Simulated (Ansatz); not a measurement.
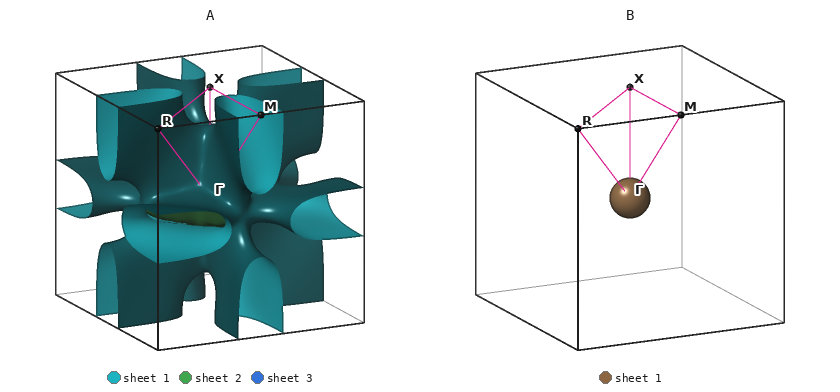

Constant-energy surfaces of CsI (Pm-3m) near its two band edges (0.20 eV into the valence band, 0.20 eV into the conduction band), in unknown order.

Computed with DFT PBEsol, scalar-relativistic, plane waves, PAW; levels and slopes on a dense k mesh at the converged density (Ansatz 0.2.0). No spin polarisation. The levels come from a k mesh of 26×26×26 points. Unrelaxed database geometry.

Masses come from a second pass at points close to the extrema; at the energies drawn a band may no longer be parabolic.

Question: Which panel shows the holes and which the electrons?

Answer: A shows the valence band (holes), B the conduction band (electrons).

Question: Describe the extrema and the gap.

Answer: Valence band (extrema up to 0.20 eV from the edge): three equivalent maxima at M, principal masses 0.39, 2.75 and 2.75 mₑ; one maximum at Γ, 0.09 eV below the edge, three bands meeting there, with masses of 0.33 and 4.96 mₑ among them, each the same along x, y and z. Band 13 forms the valence edge; band 12 begins 0.09 eV lower (at Γ) and band 11 begins 0.09 eV lower (at Γ).
Conduction band (extrema up to 0.20 eV from the edge): one minimum at Γ, mass 0.27 mₑ in all directions. Band 14 forms the conduction edge.
The gap is indirect, 3.72 eV at this level of theory (semilocal functionals give gaps that are too small, and can reorder valleys that lie close).

Where one band's surface lies inside another's, the outer one hides all or part of it.

Spin-orbit coupling, left out here, can change the gap, its kind, the place of the band edges and the masses, since the compound holds Cs and I.

Time for the whole run: 37 s on 1 thread of Arm Neoverse V2 (shared host), peak memory 0.7 GiB.
